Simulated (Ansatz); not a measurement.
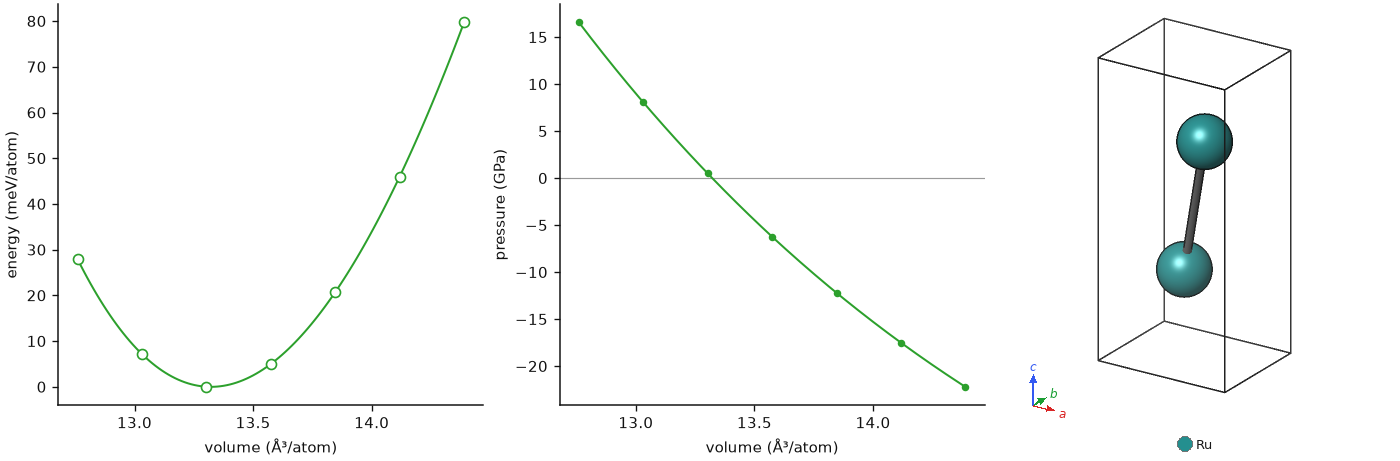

The figure shows the energy and pressure against volume for Ru, space group P6_3/mmc (No. 194). The conventional cell is drawn beside the plot.

Structure:
```xyz
2
Lattice="2.7058 0.0000 0.0000 -1.3529 2.3433 0.0000 0.0000 0.0000 4.2819" Properties=species:S:1:pos:R:3 pbc="T T T"
Ru    1.3529    0.7811    3.2114
Ru    0.0000    1.5622    1.0705
```

Method: all-electron LAPW DFT, no spin polarisation; energies at scaled volumes of the given cell, shape and fractions fixed, counted from the fit's minimum, third-order Birch-Murnaghan fit (Ansatz 0.2.0). Level: PBEsol.

| setting | value |
| --- | --- |
| k mesh | 11×11×6 |
| occupations | Fermi–Dirac |
| smearing width | 0.05 eV |
| potentials | all electron LAPW, scalar relativistic |
| program settings | basis error eV/atom 0.001 |

What equilibrium volume and bulk modulus follow from the curve?

A third-order Birch–Murnaghan fit gives V0 = 13.32 Å³/atom, B0 = 347 GPa and B′ = 4.8.

What does the pressure do across the range?

It falls from 16.57 GPa at volume 12.76 Å³/atom to −22.20 GPa at 14.39 Å³/atom, and changes sign near 13.32 Å³/atom.

Keep in mind: shape and atomic fractions are frozen while scaling, which makes layered, chain and framework solids too stiff.
